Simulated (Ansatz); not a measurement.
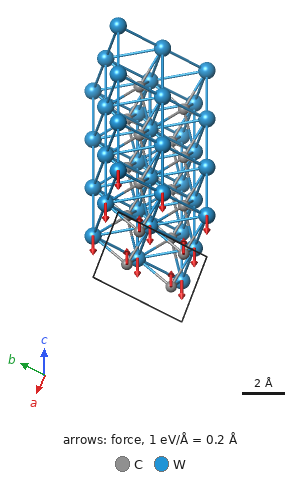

Starting geometry of a slab of composition WC (cut from the P-6m2 phase) with the computed forces as red arrows. A ball-and-stick model of the 2 × 2 repeat of the cell, outlined in the plane, without the vacuum, seen from a free direction.

Case: (0 0 1) slab, atoms relaxed. The slab is the (0 0 1) face of WC.

The calculation used DFT PBEsol, scalar-relativistic, plane waves, PAW in Ansatz. (plane-wave cutoff 420 eV; k-point mesh 12 × 12 × 1; occupations gaussian; smearing width 0.1 eV; no spin polarisation; dipole correction; atoms relaxed in a fixed cell; force threshold 0.02 eV/Å; at most 60 steps)

> What follows when this structure is relaxed?

It isn't relaxed: the largest force vector, on a W atom, is 5.68 eV/Å. The final displacements follow the starting forces only in part (cosine between the two patterns 0.84). The largest move relative to the layer's centre is that of a C atom, 0.23 Å along the normal (+c). By element the largest moves are C 0.23 Å, W 0.09 Å. The lattice vectors keep their values. Near-neighbour distances that change, for instance: C–W 2.191 → 1.999 Å, C–W 2.191 → 2.252 Å, W–W 2.828 → 2.876 Å, C–W 2.191 → 2.149 Å. Bond angles that change, for instance: W–C–W 82.8° → 92.9°, W–C–W 82.8° → 80.1°. The energy falls by 1.003 eV per cell of the calculation in 4 accepted moves (5 points after the start). The largest force component goes from 5.7 to 0.013 eV/Å. 1 step only repeated the SCF at the same geometry.
